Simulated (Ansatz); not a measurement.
## Band-structure calculation of Cu$_{3}$N

- system: Cu$_{3}$N (Pm-3m, 4 atoms in the cell)
- method: DFT, PBEsol, PAW with Ansatz's default frozen-core files, scalar-relativistic, no spin polarisation (Ansatz 0.2.0)

The structure derives from an entry of the Crystallography Open Database. It belongs to a series of runs on one base structure; here: PAW files in place of LAPW.

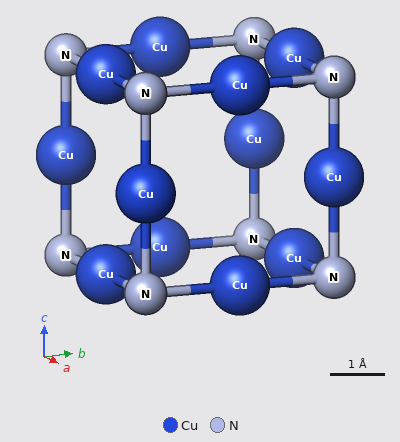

Figure 1. The input geometry (ball-and-stick view of the cell of the calculation, seen slightly off an axis). An atom can appear more than once, as a periodic image. Near neighbours in the periodic cell (some may lie outside the picture): Cu has 2 N at 1.91 Å; N has 6 Cu at 1.91 Å.

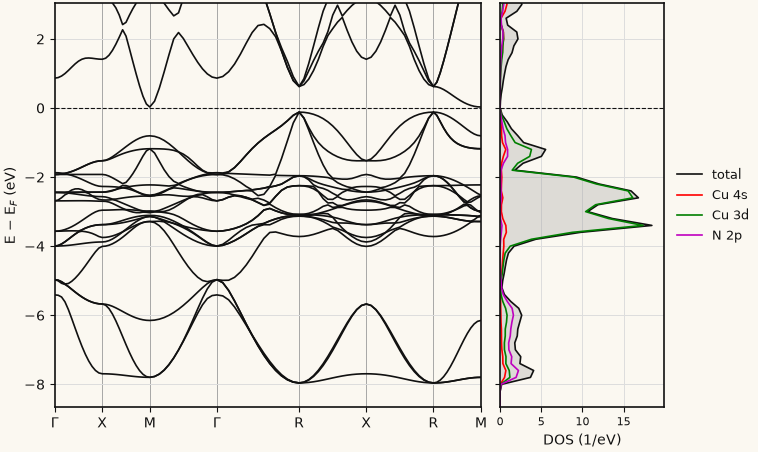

Figure 2. Band structure along Γ–X–M–Γ–R–X–R–M and density of states (projected on Löwdin-orthogonalised atomic shells), with energies from the Fermi level. There is a gap of 0.15 eV on this path, indirect, from R to M.

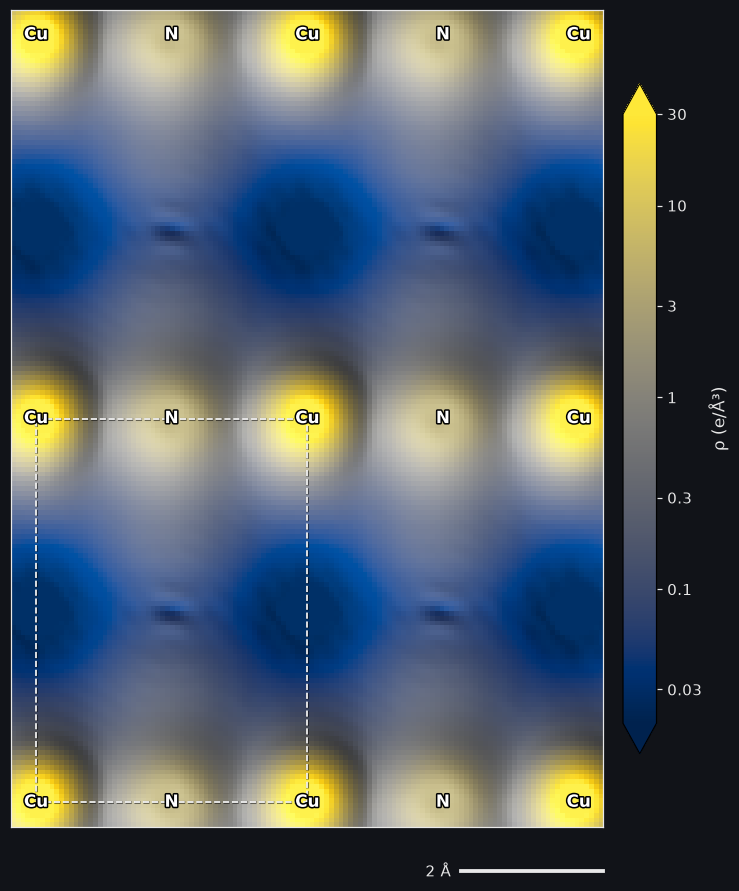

Figure 3. Valence electron density on the (101) plane of the conventional cell. Cu–N (1.91 Å): the density is about 0.79 e/Å³ at the midpoint. Away from the nuclei the density in this plane falls to 0.01 e/Å³ at its lowest. The fields are those of the smooth PAW valence density.

These pictures come from the run below.

## Input file
```yaml
crystal:
  lattice:
    - [3.814, 0.0, 0.0]
    - [0.0, 3.814, 0.0]
    - [0.0, 0.0, 3.814]
  atoms:
    - { symbol: Cu, position: [0.5, 0.0, 0.0] }
    - { symbol: Cu, position: [0.0, 0.5, 0.0] }
    - { symbol: Cu, position: [0.0, 0.0, 0.5] }
    - { symbol: "N", position: [0.0, 0.0, 0.0] }
kpoints:
  mp_grid: { grid: [10, 10, 10] }
  band_path:
    path:
      - [0.0, 0.0, 0.0]
      - [0.0, 0.5, 0.0]
      - [0.5, 0.5, 0.0]
      - [0.0, 0.0, 0.0]
      - [0.5, 0.5, 0.5]
      - [0.0, 0.5, 0.0]
      - [0.5, 0.5, 0.5]
      - [0.5, 0.5, 0.0]
    npoints: 14
scf:
  occupations: { method: fermi_dirac, width: 0.08 }
hamiltonian:
  xc: pbesol
  pseudopotentials: { kind: paw }
output:
  forces: true
  stress: true
  eigenvalues: true
  efg: { contact_densities: true }
  populations: true
  bader: true
  dos: { projected: true, de: 0.2, e_range: [-14, 8] }
  write_density: true
  write_potential: true
  elf: true
  volumetric_format: npy
```

Run as:
```bash
ansatz run input.yaml --threads 1 --pin off --max-ram 4096MiB --backend cpu --events-out ev --progress --plain --runs-dir out
```

## Log
```
Engine: ansatz 0.2.0, aarch64-unknown-linux-gnu
Pseudopotentials: kind: paw
Pseudopotential: Cu, paw, valence charge 19, recommended cutoff 420 eV (normal), Cu.paw.azcp
Pseudopotential: N, paw, valence charge 5, recommended cutoff 420 eV (normal), N.paw.azcp
Functional definition: PBEsol
  exchange = pbesol_x
  correlation = pbesol_c
Crystal: 4 atoms, lattice volume = 55.481 Å³
Basis set: ecut = 420 eV, 1045 PW (Γ), exchange–correlation on 54×54×54 points (8 copies of the dense FFT grid, shifted against one another)
Bands: 38, of which v1, the nominal top of the filled ones, is band 31 counted from 1 (30 counted from 0)
Symmetry: 48 space group operations
Space group: Pm-3m (ITA 221), of the structure as read, at distance tolerance 3.8e-5 Å
k-points: 56 of 1000
Non-local potential: Cu, projectors of the file, l = 0: 3, l = 1: 2, l = 2: 3, l = 3: 1
Non-local potential: N, projectors of the file, l = 0: 2, l = 1: 2, l = 2: 1
PAW form: soft (Blöchl's): semilocal exchange-correlation on the pseudo side does not see the compensation charge
PAW frozen core: Cu, regenerated for the run's functional, and the local potential with it (the file was generated under x = pbe(κ = 0.804, μ = 0.2195149727645171), c = pbe(β = 0.06672455060314922))
PAW frozen core: N, regenerated for the run's functional, and the local potential with it (the file was generated under x = pbe(κ = 0.804, μ = 0.2195149727645171), c = pbe(β = 0.06672455060314922))
PAW one-centre angular grid: Cu, 590 points (default); XC on 64 Gauss nodes
PAW one-centre angular grid: N, 110 points (default); XC on 64 Gauss nodes
Initial density: superposition of atomic densities (neutral atoms: chi_scale 0, normalization atom), corrected by the library's trained network
Initial wavefunctions: pseudopotential atomic-orbital guess
Functional: x = pbesol(κ = 0.804, μ = 0.12345679012345678), c = pbesol(β = 0.046)
SCF iter   1: F=—  HF=-20143.660878 eV  |F-HF|=—  |Δ(HF+E_count)|=         —  Δρ=1.48e-2  dr2=8.34e-2  ethr=1.77e-3  ⟨swp⟩=5.8  Hψ=7492  notcnv=0  defer=20
preconditioner: auto → Kerker (q_TF=auto, 2.779 Å⁻¹)  [metal: Δε(μ)=0.114 eV  Ē_g=9.576 eV  σ=0.080 eV  W_gap=0.31  n_scr=18 (ndim 8)  ℏωp=30.7 eV  f_vac=0.125  D(μ)=0.22/eV (n_scr^D=0)]
SCF iter   2: F=—  HF=-20143.649521 eV  |F-HF|=—  |Δ(HF+E_count)|=   1.14e-2  Δρ=8.37e-3  dr2=2.27e-2  ethr=1.35e-4  ⟨swp⟩=2.0  Hψ=3906  notcnv=0  defer=69
SCF iter   3: F=—  HF=-20143.641893 eV  |F-HF|=—  |Δ(HF+E_count)|=   7.63e-3  Δρ=2.67e-3  dr2=3.84e-3  ethr=3.67e-5  ⟨swp⟩=2.6  Hψ=3797  notcnv=0  defer=69
SCF iter   4: F=—  HF=-20143.641254 eV  |F-HF|=—  |Δ(HF+E_count)|=   6.39e-4  Δρ=8.03e-4  dr2=5.98e-4  ethr=6.19e-6  ⟨swp⟩=1.3  Hψ=2082  notcnv=0  defer=69
SCF iter   5: F=—  HF=-20143.641151 eV  |F-HF|=—  |Δ(HF+E_count)|=   1.02e-4  Δρ=3.52e-4  dr2=8.38e-5  ethr=9.64e-7  ⟨swp⟩=2.2  Hψ=2902  notcnv=0  defer=69
SCF iter   6: F=—  HF=-20143.641156 eV  |F-HF|=—  |Δ(HF+E_count)|=   5.22e-6  Δρ=1.01e-4  dr2=9.66e-6  ethr=1.35e-7  ⟨swp⟩=2.6  Hψ=3107  notcnv=0  defer=69
SCF iter   7: F=—  HF=-20143.641157 eV  |F-HF|=—  |Δ(HF+E_count)|=   7.18e-7  Δρ=7.29e-5  dr2=3.03e-6  ethr=1.56e-8  ⟨swp⟩=1.0  Hψ=2062  notcnv=0  defer=69
SCF iter   8: F=—  HF=-20143.641157 eV  |F-HF|=—  |Δ(HF+E_count)|=   4.77e-7  Δρ=1.86e-5  dr2=1.42e-7  ethr=4.89e-9  ⟨swp⟩=2.0  Hψ=2641  notcnv=0  defer=69
SCF iter   9: F=-20143.641158 eV  HF=-20143.641158 eV  |F-HF|=1.16e-8  |Δ(HF+E_count)|=   1.29e-7  Δρ=6.76e-6  dr2=2.35e-8  ethr=1.61e-10  ⟨swp⟩=11.4  Hψ=13258  notcnv=0
SCF 1 converged in 9 iterations: F = -20143.641158 eV  dr2 = 2.35e-8
  greatest PAW one-centre occupation: 1.000 electrons in one spin orbital (limit 2), on the Cu atom at site 2 (counted from 0), in its partial waves of l = 0
NSCF: frozen V_eff on 99 k-points
SCF converged after 9 iterations
Free energy (F): -20143.641158 eV
Harris-Foulkes:  -20143.641158 eV  (|F-HF|=1.16e-8)
Internal energy: -20143.637670 eV  (E = F + TS)
E sigma→0 (E₀):  -20143.639414 eV
Entropy (-TS):   -0.003488 eV (-0.872 meV/atom)
Fermi energy:    11.124428 eV
--- Per-component energies (eV) ---
  E_band       = -1396.044785
  E_kinetic    = 1027.209237
  E_local      = -15447.264925  (includes V_loc(G=0)·N_el)
  E_nonlocal   = 1232.058834
  E_hartree    = 6795.486299
  E_xc         = -322.402996
  E_vxc        = -416.651586  (∫ρ·V_xc dr)
  E_paw        = -5009.791267  (= ΣΔE_a)
  E_vpaw       = -1382.356196  (= ΣTr[D̂ρ^β])
  E_aug_tail   = 0.000865  (compensation charges beyond the density's cutoff)
  E_ewald      = -8419.580422
  E_core_change = 0.646705  (= ΣΔE_core)
  E_smearing   = -0.003488  (= −TS)
  E_closure    = 0.000000  (closes the sum)
  Σ components = -20143.641158   (vs F -20143.641158, Δ=0.00e0)
--- Forces (eV/Å), atoms counted from 1 ---
  atom   1  Cu     0.00000000    -0.00000000     0.00000000
  atom   2  Cu     0.00000000     0.00000000     0.00000000
  atom   3  Cu     0.00000000    -0.00000000     0.00000000
  atom   4  N     -0.00000000     0.00000000     0.00000000
  max |Σ_I F_I| component: 9.41e-29 eV/Å
--- Stress (GPa, compression-positive) ---
       -4.791520       0.000000       0.000000
        0.000000      -4.791520       0.000000
        0.000000       0.000000      -4.791520
  P = ⅓ Tr σ = -4.7915 GPa (-47.915 kbar)
--- PAW observables at the nuclei: V_zz in 10²¹ V/m², potentials from the cell's mean, atoms counted from 1 ---
  atom   1  Cu V_zz =    -4.071871   η = 0.0000   by run symmetry: allowed
            electrostatic potential = -3755.920661 V   contact ρ = 147250.986718 e/Å³
  atom   2  Cu V_zz =    -4.071871   η = 0.0000   by run symmetry: allowed
            electrostatic potential = -3755.920661 V   contact ρ = 147250.986718 e/Å³
  atom   3  Cu V_zz =    -4.071871   η = 0.0000   by run symmetry: allowed
            electrostatic potential = -3755.920661 V   contact ρ = 147250.986718 e/Å³
  atom   4  N  V_zz =    +0.000000   η = 0.0000   by run symmetry: forbidden
            electrostatic potential = -514.314725 V   contact ρ = 1402.449731 e/Å³
--- Band table (eV; the first three rows and the last of 56) ---
  k-point 0: bands = ["-101.2553", "-101.2485", "-101.2485", "-58.9961", "-58.9961", "-58.9961", "-58.6897", "-58.6897", "-58.6897", "-58.6860", "-58.6860", "-58.6860", "-5.8547", "5.7133", "6.1548", "6.1548", "6.1548", "7.1268", "7.1268", "7.1268", "7.5563", "7.5563", "8.4357", "8.4357", "8.6813", "8.6813", "8.6813", "9.2004", "9.2004", "9.2004", "9.2520", "11.9896", "16.2237", "16.2237", "17.5397", "17.5397", "17.5397", "23.1535"]
  k-point 1: bands = ["-101.2551", "-101.2487", "-101.2486", "-58.9961", "-58.9961", "-58.9960", "-58.6899", "-58.6896", "-58.6896", "-58.6861", "-58.6861", "-58.6860", "-5.8172", "5.5487", "6.0179", "6.0440", "6.0440", "7.1373", "7.2368", "7.2368", "7.5638", "7.5990", "8.4367", "8.5941", "8.6703", "8.6820", "8.6820", "9.2004", "9.2270", "9.2274", "9.2274", "12.1057", "15.7091", "16.2833", "17.5878", "17.5878", "18.1218", "22.5458"]
  k-point 2: bands = ["-101.2547", "-101.2492", "-101.2486", "-58.9959", "-58.9959", "-58.9957", "-58.6903", "-58.6895", "-58.6895", "-58.6864", "-58.6864", "-58.6861", "-5.7157", "4.8617", "5.8276", "5.8276", "6.1575", "7.1655", "7.4442", "7.4442", "7.5678", "7.7195", "8.4387", "8.6409", "8.6840", "8.6840", "8.7727", "9.1537", "9.2006", "9.3089", "9.3089", "12.3658", "14.9803", "16.4678", "17.7204", "17.7204", "19.1669", "21.3291"]
  k-point 55: bands = ["-101.2508", "-101.2508", "-101.2508", "-59.0332", "-58.9757", "-58.9757", "-58.7050", "-58.7050", "-58.7050", "-58.6724", "-58.6724", "-58.6724", "-4.5237", "3.1643", "3.1643", "3.1643", "7.4030", "7.9930", "7.9930", "7.9930", "8.0398", "8.0398", "8.0398", "8.8757", "8.8757", "9.1637", "9.1637", "9.1637", "11.0060", "11.0060", "11.0060", "11.7474", "11.7474", "11.7474", "17.0735", "18.9644", "18.9644", "18.9644"]
--- Löwdin populations: 4 sites ---
  site symbol       q [e]
     0     Cu     18.4952
     1     Cu     18.4952
     2     Cu     18.4952
     3      N      6.1734
  spilling = 0.005501 (of n_electrons = 62.000000)
--- Bader charges: 4 sites ---
  site symbol  charge [e]  shift [e]
     0     Cu      0.4316     0.0050
     1     Cu      0.4316     0.0050
     2     Cu      0.4316     0.0050
     3      N     -1.2948     0.0150
  estimated error of the sums over rays = 2.0e-4 e
```

## File bader_charges.tsv
```
# site	symbol	x_ang	y_ang	z_ang	partial_charge_e	electrons	volume_ang3	relative_density_drop	shared_charge_e	partial_wave_shift_e
# quadrature_error_electrons = 2.0e-4
0	Cu	1.9070	0.0000	0.0000	0.43159	28.56841	15.46	-	0.43159	0.00499
1	Cu	0.0000	1.9070	0.0000	0.43159	28.56841	15.46	-	0.43159	0.00499
2	Cu	0.0000	0.0000	1.9070	0.43159	28.56841	15.46	-	0.43159	0.00499
3	N	0.0000	0.0000	0.0000	-1.29477	8.29477	9.10	-	-1.29477	0.01497
```

## File populations.tsv
```
# site	symbol	l	j	q
# orbitals = lowdin
# n_electrons = 62.000000
# spilling = 0.005501
0	Cu	0_3S	-	1.996076
0	Cu	0_4S	-	0.796532
0	Cu	1_3P	-	5.998672
0	Cu	2_3D	-	9.703919
1	Cu	0_3S	-	1.996076
1	Cu	0_4S	-	0.796532
1	Cu	1_3P	-	5.998672
1	Cu	2_3D	-	9.703919
2	Cu	0_3S	-	1.996076
2	Cu	0_4S	-	0.796532
2	Cu	1_3P	-	5.998672
2	Cu	2_3D	-	9.703919
3	N	0_2S	-	1.567656
3	N	1_2P	-	4.605714
```

## File v_z.tsv
```
# z_ang	v_es[eV]	v_tot[eV]
# format = ansatz-planar-average/11
# xc	pbesol
# density_cutoff_ev	1680
# datasets	Cu=:simpson_from_first_knot:soft:shift=-1116002	N=:simpson_from_first_knot:soft:shift=-194789
# lattice	3.814000000	0.000000000	0.000000000
# lattice	0.000000000	3.814000000	0.000000000
# lattice	0.000000000	0.000000000	3.814000000
# sites	4
# site	29	1.907000000	0.000000000	0.000000000
# site	29	0.000000000	1.907000000	0.000000000
# site	29	0.000000000	0.000000000	1.907000000
# site	7	0.000000000	0.000000000	0.000000000
0.000000	-7.392320e0	-2.199300e1
0.141259	-6.529955e0	-2.090411e1
0.282519	-4.041467e0	-1.779340e1
0.423778	-2.828842e-1	-1.312000e1
0.565037	4.045192e0	-7.726656e0
0.706296	7.888979e0	-2.784366e0
0.847556	1.038899e1	6.665255e-1
0.988815	1.144832e1	2.397490e0
1.130074	1.134969e1	2.710083e0
1.271333	1.045426e1	1.914207e0
1.412593	9.179267e0	5.089674e-1
1.553852	7.972531e0	-9.053527e-1
1.695111	7.112205e0	-1.973339e0
1.836370	6.679742e0	-2.530341e0
1.977630	6.679742e0	-2.530341e0
2.118889	7.112205e0	-1.973339e0
2.260148	7.972531e0	-9.053527e-1
2.401407	9.179267e0	5.089674e-1
2.542667	1.045426e1	1.914207e0
2.683926	1.134969e1	2.710083e0
2.825185	1.144832e1	2.397490e0
2.966444	1.038899e1	6.665255e-1
3.107704	7.888979e0	-2.784366e0
3.248963	4.045192e0	-7.726656e0
3.390222	-2.828842e-1	-1.312000e1
3.531481	-4.041467e0	-1.779340e1
3.672741	-6.529955e0	-2.090411e1
```

## Results in brief

- outcome: converged
- space group (tolerance 0.01 Å): Pm-3m (221)
- electrons treated: 62
- free energy: −20143.6412 eV
- Fermi energy: 11.124 eV
- pressure: −4.79 GPa
- field gradient V_zz (10²¹ V/m²): Cu −4.07, Cu −4.07, Cu −4.07, N 0.0000
- electronic character: gap of 0.15 eV
- largest force (length of the vector): under 0.001 eV/Å
- hardware: 1 thread of Arm Neoverse V1, 24 GiB of memory available, shared host
- wall time: 53 s
- peak memory: 0.41 GiB
